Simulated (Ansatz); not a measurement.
Input

```
crystal:
  lattice:
    - [4.0880075, 0.0, 0.0]
    - [0.0, 4.0880075, 0.0]
    - [0.0, 0.0, 3.9883]
  atoms:
    - { symbol: K, position: [0.5, 0.5, 0.5] }
    - { symbol: Ta, position: [0.0, 0.0, 0.0] }
    - { symbol: O, position: [0.5, 0.0, 0.0] }
    - { symbol: O, position: [0.0, 0.5, 0.0] }
    - { symbol: O, position: [0.0, 0.0, 0.5] }
basis:
  ecutwfc: 420
kpoints:
  mp_grid: { grid: [8, 8, 8] }
hamiltonian:
  xc: pbe
scf:
  occupations: { method: gaussian, width: 0.05 }
output:
  forces: true
  stress: true
  eigenvalues: true
  write_density: true
  write_potential: true
  elf: true
  volumetric_format: npy
```

Command:

```sh
ansatz run input.yaml --threads 1 --pin off --max-ram 2560MiB --backend cpu --events-out ev --progress --plain --runs-dir out
```

Below, planes, directions and counts refer to the conventional cell (a = 4.09 Å, b = 4.09 Å, c = 3.99 Å, α = 90.00°, β = 90.00°, γ = 90.00°).

Space group P4/mmm; changed on purpose from its base cell (strain +0.025 along x and y, +0.000 along z, atoms carried along); computed pressure about −4 GPa in this cell.

These are results of DFT PBE, scalar-relativistic, plane waves, PAW (Ansatz), not measurements.

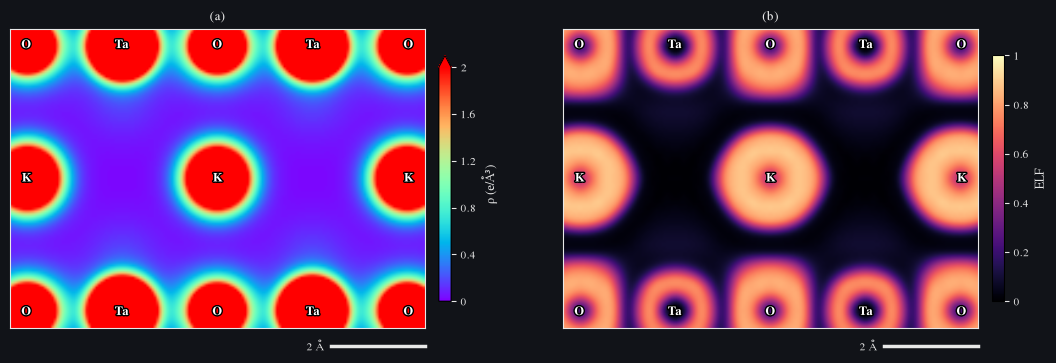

KTaO3. (a) valence pseudo-density; (b) electron localisation function on the (011) plane of the conventional cell.

What does the map show?

- Atoms in the plane: K, Ta and O.
- K–O (2.86 Å): ρ is about 0.09 e/Å³ halfway; the ELF is about 0.05 at the midpoint; a closed-shell, largely ionic contact.
- Ta–O (2.04 Å): ρ is about 0.76 e/Å³ halfway; the ELF peaks at about 0.80 in the valence shell of O, 0.6 Å from its nucleus, and drops to about 0.20 between the two atoms; no localised pair shows between them.
- Between the atoms the lowest density in this plane is 0.02 e/Å³.
- The features right at K and Ta lie inside the PAW spheres, where the map follows smoothed inner orbitals and isn't to be read closely.
